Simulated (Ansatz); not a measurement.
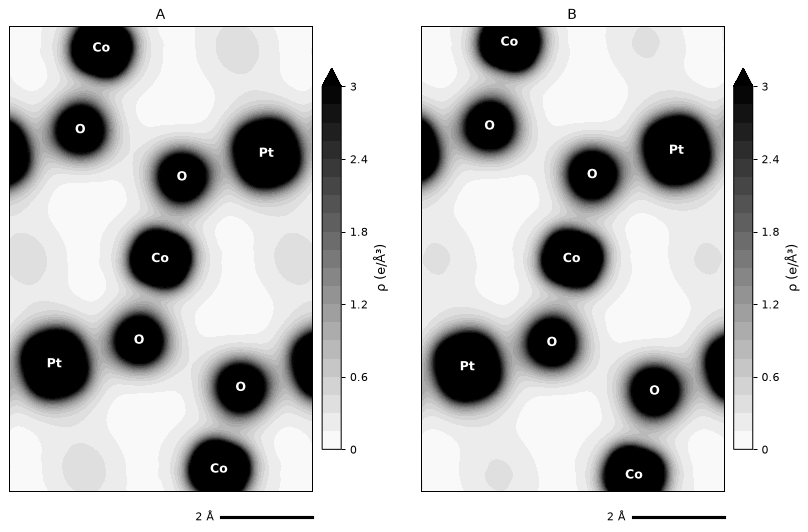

CoPtO2. The valence charge density (pseudo) of two cells that differ in size and shape, on the (101̄) plane of each (indices in the axes of the calculation cell), at one length scale and on one colour scale: B has 10.1 Å³ an atom and A 9.5.

Space group R-3m; a structure from a database of computed crystals, not necessarily the ambient phase; computed without spin polarisation.

The calculation used DFT PBEsol, scalar-relativistic, plane waves, PAW (Ansatz 0.2.0).

Core electrons are frozen (PAW), and the valence fields are smoothed inside the atomic spheres.

The larger cell:

```
CELL_PARAMETERS angstrom
2.85234 0.00000 0.00000
-1.42617 0.82340 5.72191
1.42617 -2.47020 0.00000
ATOMIC_POSITIONS crystal
Co 0.50000 0.50000 0.50000
Pt 0.00000 0.00000 0.00000
O 0.88776 0.66329 0.88776
O 0.11224 0.33671 0.11224
```

The smaller cell: a = 2.768 Å, b = 5.941 Å, c = 2.768 Å, α = 103.47°, β = 60.00°, γ = 103.47°.

Question: What does the compression do to the bonding and the properties?

Answer: From the larger cell to the smaller, Pt–O goes from 1.93 to 1.93 Å; Co–O goes from 1.89 to 1.85 Å, and the density at its midpoint from 0.76 to 0.84 e/Å³; the pressure goes from 3.9 to 21 GPa.
